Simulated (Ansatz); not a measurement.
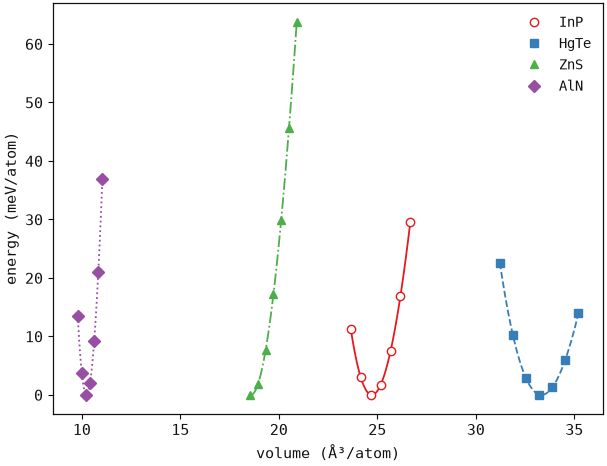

The figure shows the energy against volume, with one curve for each compound, for AlN, HgTe, InP and ZnS (all in space group F-43m (No. 216)).

How it was computed, with Ansatz 0.2.0: all-electron LAPW DFT, no spin polarisation; energies at scaled volumes of the given cell, shape and fractions fixed, counted from the fit's minimum, third-order Birch-Murnaghan fit. Level: LDA.

occupations Fermi–Dirac; smearing width 0.05 eV; potentials all electron LAPW, scalar relativistic.

Settings that differ: InP: k mesh 8×8×8; HgTe: k mesh 7×7×7; ZnS: k mesh 9×9×9; AlN: k mesh 10×10×10.

Order the curves by fitted equilibrium volume, smallest first.

AlN 10.235, ZnS 18.577, InP 24.726, HgTe 33.335 Å³/atom.

Order the curves by fitted bulk modulus, smallest first.

HgTe 47.4, InP 71.3, ZnS 86.6, AlN 210.2 GPa.

Caveats: the fit and the printed pressures don't fully agree, or the minimum lies near the end of the range (ZnS); spin-orbit coupling left out, heavy elements (HgTe).

The computed values:

InP:
```
volume (Å³/atom)  energy (meV/atom)
           23.66              11.20
           24.16               3.02
           24.66               0.04
           25.17               1.68
           25.67               7.45
           26.17              16.89
           26.68              29.56
```

HgTe:
```
volume (Å³/atom)  energy (meV/atom)
           31.22              22.61
           31.89              10.18
           32.55               2.85
           33.22               0.06
           33.88               1.28
           34.54               6.03
           35.21              13.92
```

ZnS:
```
volume (Å³/atom)  energy (meV/atom)
           18.54               0.02
           18.94               1.82
           19.33               7.70
           19.73              17.21
           20.12              29.96
           20.52              45.57
           20.91              63.75
```

AlN:
```
volume (Å³/atom)  energy (meV/atom)
            9.79              13.51
           10.00               3.66
           10.21               0.04
           10.42               2.07
           10.63               9.19
           10.83              20.96
           11.04              36.90
```
